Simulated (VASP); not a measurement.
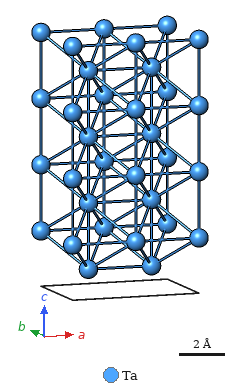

Starting structure of a slab of composition Ta. The picture is a ball-and-stick view of the 2 × 1 repeat of the cell, outlined in the plane, without the vacuum, seen slightly off an axis.

The run lets the atoms move in a fixed cell. 4 atoms are held fixed.

Method: Kohn-Sham DFT of a periodic cell, PBE with D3, VASP PAW PBE potentials, recommended in VASP 6.6.1.

Input file:
```
SYSTEM = Ta
  ALGO = Normal
  DIPOL = 0.5 0.5 0.500
  EDIFF = 1E-6
  EDIFFG = -0.005
  ENCUT = 520
  GGA = PE
  IBRION = 2
  IDIPOL = 3
  ISIF = 2
  ISMEAR = 0
  IVDW = 11
  LASPH = .True.
  LCHARG = .False.
  LDIPOL = .True.
  LREAL = .False.
  LWAVE = .False.
  NELM = 100
  NSW = 40
  PREC = Accurate
  SIGMA = 0.05
```

Run as
```bash
cat potpaw_PBE.64/Ta_pv/POTCAR > POTCAR
mpirun -np 1 vasp_std > vasp.out
```

The structure:
```xyz
8
Lattice="2.9840 0.0000 0.0000 0.0000 4.2200 0.0000 0.0000 0.0000 25.4440" Properties=species:S:1:pos:R:3 pbc="T T T"
Ta    1.4920    2.1100    7.5000
Ta    0.0000    0.0000    8.9920
Ta    1.4920    2.1100   10.4840
Ta    0.0000    0.0000   11.9760
Ta    1.4920    2.1100   13.4680
Ta    0.0000    0.0000   14.9600
Ta    1.4920    2.1100   16.4520
Ta    0.0000    0.0000   17.9440
```

**Where does the relaxation end?**

Over 16 geometry steps the energy falls by 0.229 eV per cell of the calculation. Largest force component: 1.6 eV/Å at the start, 1.6 eV/Å at the end. The largest move is that of a Ta atom, 0.29 Å along the normal (−c). The cell stays as it was. Among the contacts that change: Ta–Ta 2.984 → 2.778 Å, Ta–Ta 2.984 → 2.853 Å, Ta–Ta 2.984 → 2.899 Å, Ta–Ta 2.984 → 2.944 Å.

History of the run:

```csv
step,"E − E(0), meV/atom","largest force component, eV/Å"
0,0.00,1.5805
1,-19.27,1.5425
2,-23.04,1.5188
3,-23.10,1.5156
4,-24.76,1.5153
5,-25.87,1.5242
6,-26.49,1.5257
7,-27.51,1.5324
8,-27.27,1.5485
9,-27.81,1.5379
10,-28.34,1.5461
11,-28.55,1.5554
12,-28.55,1.5561
13,-28.59,1.5551
14,-28.59,1.5551
15,-28.59,1.5549
16,-28.59,1.5550
```

The end point in the same view:

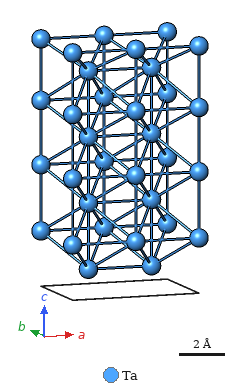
